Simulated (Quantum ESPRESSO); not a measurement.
# CaO (Lime): phonons by linear response, part 3 of 5

Wanted: phonon bands, density of states and zone-centre response of CaO (Lime).

Quantum ESPRESSO 7.5; DFT LDA, scalar-relativistic, plane waves, PseudoDojo norm-conserving pseudopotentials.

So far, highest frequency (cm⁻¹): step 7 (dispersion) 571.

## Step 10: Sum rules set otherwise: a sum rule for molecules or wires on a crystal

This rule also removes rotations, which suits wires and not a crystal; it is tried to see the harm.

The input, dynmat.in:

```
&input
   fildyn = 'x.dyn1'
   asr = 'one-dim'
   fileig = 'dynmat.eig'
   lperm = .true.
/
```

Started as:

```
$ dynmat.x -in dynmat.in > dynmat.out
```

Numbers of over 12 decimals in the logs are rounded to 6 here.

The program printed:

```text
[banner, memory and clock lines left out]
Program DYNMAT v.7.5

     Reading Dynamical Matrix from file x.dyn1
     ...Force constants read
     ...epsilon and Z* read
asr rotation axis in 1D system=    3
     Acoustic Sum Rule: || Z*(ASR) - Z*(orig)|| =    3.363763E+00
     Acoustic Sum Rule: ||dyn(ASR) - dyn(orig)||=    1.464516E-01
     A direction for q was not specified:TO-LO splitting will be absent

     Polarizability (A^3 units)
     multiply by 0.511132 for Clausius-Mossotti correction
         5.942193   -0.000000   -0.000000
        -0.000000    5.942193    0.000000
        -0.000000    0.000000    5.942193

     IR activities are in (D/A)^2/amu units

# mode   [cm-1]    [THz]      IR
    1     -0.00   -0.0000    0.0000
    2     -0.00   -0.0000    0.0000
    3      0.00    0.0000    0.0000
    4      0.00    0.0000    0.0000
    5    290.88    8.7204   11.4150
    6    290.88    8.7204   11.4150

Electronic dielectric permittivity tensor (relative, adimensional)
         3.869324   -0.000000   -0.000000
        -0.000000    3.869324    0.000000
        -0.000000    0.000000    3.869324

 ... with zone-center polar mode contributions
         9.397643   -5.528319    0.000000
        -5.528319    9.397643   -0.000000
         0.000000   -0.000000   14.925962
```

The job ended after 0.45 s (1 thread of Arm Neoverse V2, shared host).

The run ended normally, but on settings that are not sound.

The fault: a sum rule for molecules or wires on a crystal; 1 optical mode is projected out to zero frequency, as if it were a rotation, and the static dielectric tensor is spoilt.

For a crystal the rule has to be 'simple' or 'crystal'.

Zone-centre frequencies as printed; negative means imaginary. Modes:

| mode | frequency (cm⁻¹) |
| --- | --- |
| 1 | 0 |
| 2 | 0 |
| 3 | 0 |
| 4 | 0 |
| 5 | 290.9 |
| 6 | 290.9 |

## Step 11: Sum rules set otherwise (asr no)

Without the rule the raw error of the acoustic modes shows.

The input, dynmat.in:

```
&input
   fildyn = 'x.dyn1'
   asr = 'no'
   fileig = 'dynmat.eig'
   lperm = .true.
/
```

Started as:

```
$ dynmat.x -in dynmat.in > dynmat.out
```

The program printed:

```text
[banner, memory and clock lines left out]
Program DYNMAT v.7.5

     Reading Dynamical Matrix from file x.dyn1
     ...Force constants read
     ...epsilon and Z* read
     A direction for q was not specified:TO-LO splitting will be absent

     Polarizability (A^3 units)
     multiply by 0.511132 for Clausius-Mossotti correction
         5.942193   -0.000000   -0.000000
        -0.000000    5.942193    0.000000
        -0.000000    0.000000    5.942193

     IR activities are in (D/A)^2/amu units

# mode   [cm-1]    [THz]      IR
    1     -0.76   -0.0228    0.0000
    2     -0.76   -0.0228    0.0000
    3     -0.76   -0.0228    0.0000
    4    290.88    8.7202   11.4147
    5    290.88    8.7202   11.4147
    6    290.88    8.7202   11.4147

Electronic dielectric permittivity tensor (relative, adimensional)
         3.869324   -0.000000   -0.000000
        -0.000000    3.869324    0.000000
        -0.000000    0.000000    3.869324

 ... with zone-center polar mode contributions
        14.926021    0.000000   -0.000000
         0.000000   14.926021   -0.000000
        -0.000000   -0.000000   14.926021
```

The job ended after 0.44 s (1 thread).

Zone-centre frequencies as printed; negative means imaginary. Modes:

| mode | frequency (cm⁻¹) |
| --- | --- |
| 1 | -0.76 |
| 2 | -0.76 |
| 3 | -0.76 |
| 4 | 290.9 |
| 5 | 290.9 |
| 6 | 290.9 |

Against the first rule no mode moves by more than 0.8 cm⁻¹.

## Step 12: The LO-TO splitting (1 0 0)

A longitudinal polar mode sets up a macroscopic field that stiffens it; the term hangs on the direction from which q goes to zero.

The input, dynmat.in:

```
&input
   fildyn = 'x.dyn1'
   asr = 'simple'
   fileig = 'dynmat.eig'
   q(1) = 1.0
   q(2) = 0.0
   q(3) = 0.0
/
```

Started as:

```
$ dynmat.x -in dynmat.in > dynmat.out
```

The program printed:

```text
[banner, memory and clock lines left out]
Program DYNMAT v.7.5

     Reading Dynamical Matrix from file x.dyn1
     ...Force constants read
     ...epsilon and Z* read

     Polarizability (A^3 units)
     multiply by 0.511132 for Clausius-Mossotti correction
         5.942193   -0.000000   -0.000000
        -0.000000    5.942193    0.000000
        -0.000000    0.000000    5.942193

     IR activities are in (D/A)^2/amu units

# mode   [cm-1]    [THz]      IR
    1     -0.00   -0.0000    0.0000
    2     -0.00   -0.0000    0.0000
    3     -0.00   -0.0000    0.0000
    4    290.88    8.7204   11.4150
    5    290.88    8.7204   11.4150
    6    571.31   17.1273   11.4150
```

Run time: 0.44 s. Hardware: 1 thread.

Numbers from this step:

```
highest mode moved by the LO-TO term : 571.3 cm⁻¹
```

Zone-centre frequencies as printed; negative means imaginary. Modes:

| mode | frequency (cm⁻¹) |
| --- | --- |
| 1 | 0 |
| 2 | 0 |
| 3 | 0 |
| 4 | 290.9 |
| 5 | 290.9 |
| 6 | 571.3 |

The field moves one mode, from 291 to 571 cm⁻¹; the others stay.

## Step 13: The dispersion under another sum rule (asr all)

The sum rule corrects the force constants themselves, so it can shift branches at any wavevector, low ones most.

The input, matdyn.in:

```
&input
   asr = 'all'
   flfrc = 'x.fc'
   flfrq = 'x.freq'
   flvec = 'x.modes'
   q_in_band_form = .true.
   q_in_cryst_coord = .true.
/
8
  0.0000000   0.0000000   0.0000000   8  ! GAMMA
  0.0000000   0.5000000   0.5000000   8  ! X
 -0.0000000   0.6250000   0.3750000   1  ! U
 -0.3750000   0.3750000   0.0000000   8  ! K
  0.0000000   0.0000000   0.0000000   8  ! GAMMA
 -0.0000000   0.5000000  -0.0000000   8  ! L
 -0.2500000   0.5000000   0.2500000   8  ! W
  0.0000000   0.5000000   0.5000000   1  ! X
```

Started as:

```
$ matdyn.x -in matdyn.in > matdyn.out
```

The program printed:

```text
[banner, memory and clock lines left out]
Program MATDYN v.7.5

 mass for atomic type   1 not given; uses mass from file x.fc
 mass for atomic type   2 not given; uses mass from file x.fc

     WARNING: To use asr = 'all' for infrared-active solids, i.e., solids with nonzero
     Born effective charge, one must set read_lr = .true. in the matdyn.x input. Also,
     the flfrc file must have been constructed with write_lr = .true. in the q2r.x input.
     If the system is infrared inactive and you have nonzero Born effective charge due to
     numerical noise, you can ignore this warning.

 Norm of the difference between old and new effective charges:    1.7343e-16

 Huang before:    1   1   1   2,   residual stress:  -1e-16
 Huang before:    1   1   1   3,   residual stress:  -1e-16
 Huang before:    1   1   2   2,   residual stress:  -8e-16
 Huang before:    1   1   2   3,   residual stress:   1e-16
 Huang before:    1   1   3   3,   residual stress:  -4e-16
 Huang before:    1   2   1   3,   residual stress:   0.000000
 Huang before:    1   2   2   2,   residual stress:  -0.000000
 Huang before:    1   2   2   3,   residual stress:   0.000000
 Huang before:    1   2   3   3,   residual stress:   4e-16
 Huang before:    1   3   2   2,   residual stress:   2e-16
 Huang before:    1   3   2   3,   residual stress:   0.000000
 Huang before:    1   3   3   3,   residual stress:  -1e-16
 Huang before:    2   2   2   3,   residual stress:  -0.000000
 Huang before:    2   2   3   3,   residual stress:   4e-16
 Huang before:    2   3   3   3,   residual stress:   1e-16

 Norm of the difference between old and new force-constants:   1.63374e-06

   You are using asr="all", please consider citing C. Lin, S. Ponc\'e and N. Marzari, npj Comput Mater 8, 236 (2022).
```

It took 0.47 s on 1 thread.

At the labelled points the branches move by no more than 0.2 cm⁻¹. The log warns that this rule wants the long-range part of the force constants stored apart (write_lr, read_lr) in a polar crystal, which was not done.

## Step 14: A changed mass

Force constants don't depend on the masses, so an isotope effect costs no new response.

The input, matdyn.in:

```
&input
   asr = 'simple'
   flfrc = 'x.fc'
   flfrq = 'x.freq'
   flvec = 'x.modes'
   q_in_band_form = .true.
   q_in_cryst_coord = .true.
   amass(1) = 40.078
   amass(2) = 31.998
/
8
  0.0000000   0.0000000   0.0000000   8  ! GAMMA
  0.0000000   0.5000000   0.5000000   8  ! X
 -0.0000000   0.6250000   0.3750000   1  ! U
 -0.3750000   0.3750000   0.0000000   8  ! K
  0.0000000   0.0000000   0.0000000   8  ! GAMMA
 -0.0000000   0.5000000  -0.0000000   8  ! L
 -0.2500000   0.5000000   0.2500000   8  ! W
  0.0000000   0.5000000   0.5000000   1  ! X
```

Started as:

```
$ matdyn.x -in matdyn.in > matdyn.out
```

The program printed:

```text
[banner, memory and clock lines left out]
Program MATDYN v.7.5
```

The job ended after 0.46 s (1 thread).

Matdyn.x, sum rule simple. The phonon branches at the labelled points (cm⁻¹):

| point | branch 1 | branch 2 | branch 3 | branch 4 | branch 5 | branch 6 |
| --- | --- | --- | --- | --- | --- | --- |
| Γ | 0 | 0 | 0 | 233 | 233 | 458 |
| X | 181 | 181 | 252 | 252 | 268 | 324 |
| U | 200 | 238 | 261 | 265 | 291 | 296 |
| jump to K | 200 | 238 | 261 | 265 | 291 | 296 |
| Γ | 0 | 0 | 0 | 233 | 233 | 458 |
| L | 190 | 190 | 230 | 230 | 345 | 384 |
| W | 249 | 249 | 251 | 264 | 277 | 277 |
| X | 181 | 181 | 252 | 252 | 268 | 324 |

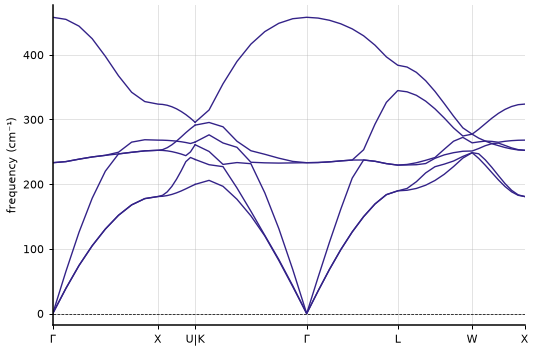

Phonon branches along the path.

The top of the path falls from 571 to 458 cm⁻¹, a ratio of 0.80; a mode of that atom alone would give 0.71.

## Step 15: Ground state, volume × 0.97

Bonds stiffen under compression, so frequencies follow the volume; the atoms are not relaxed anew.

The input, scf.in:

```
&control
   calculation = 'scf'
   prefix = 'x'
   outdir = './tmp'
   pseudo_dir = './pseudo'
   tprnfor = .true.
   tstress = .true.
/
&system
   ibrav = 2
   celldm(1) = 8.79971163
   nat = 2
   ntyp = 2
   ecutwfc = 92.0
   occupations = 'fixed'
   nbnd = 10
/
&electrons
   conv_thr = 1.0d-12
   mixing_beta = 0.7
   electron_maxstep = 100
/
ATOMIC_SPECIES
 Ca     40.0780  Ca.upf
 O      15.9990  O.upf
ATOMIC_POSITIONS crystal
 Ca     0.000000000   0.000000000   0.000000000
 O      0.500000000   0.500000000   0.500000000
K_POINTS automatic
 8 8 8 0 0 0
```

Started as:

```
$ OMP_NUM_THREADS=1 mpirun -n 4 pw.x -nk 4 -in scf.in > scf.out
```

The program printed:

```text
[banners, grids, parts of the stress and lines that vanish by symmetry left out]
[banner, memory and clock lines left out]
Program PWSCF v.7.5

[...]
kinetic-energy cutoff     =      92.0000  Ry
     charge density cutoff     =     368.0000  Ry
     scf convergence threshold =      1.0E-12
[...]
Exchange-correlation= SLA  PW   NOGX NOGC
                           (   1   4   0   0   0   0   0)
[...]
48 Sym. Ops., with inversion, found
[...]
number of k points=    29
[...]
End of self-consistent calculation
[...]
highest occupied, lowest unoccupied level (ev):     8.4957   11.9250
!    total energy              =    -110.66656934 Ry
[...]
convergence has been achieved in  14 iterations
[...]
atom    1 type  1   force =     0.00000000    0.00000000    0.00000000
     atom    2 type  2   force =     0.00000000    0.00000000    0.00000000
     Total force =     0.000000     Total SCF correction =     0.000000
[...]
total   stress  (Ry/bohr**3)                   (kbar)     P=       42.04
[...]
XML data file, charge density, pseudopotentials, collected wavefunctions
```

It took 5 s on 4 MPI ranks.

This step gave:

```yaml
volume_per_atom: 12.62 Å³
pressure: 4.204 GPa
gap_on_the_k_mesh: 3.429 eV
```

[end of part 3 of 5]

[Host names and launcher messages were left out of these logs when they were recorded.]

[Logs are printed without paths, hosts, clocks, repeated set-up lines and the standing remarks that a program may print on its own settings, such as how far it seeks lower states.]

[Hosts, paths, dates, database ids (printed as entryN), source tags and the programs' standing remarks are cut or masked in the printed files.]
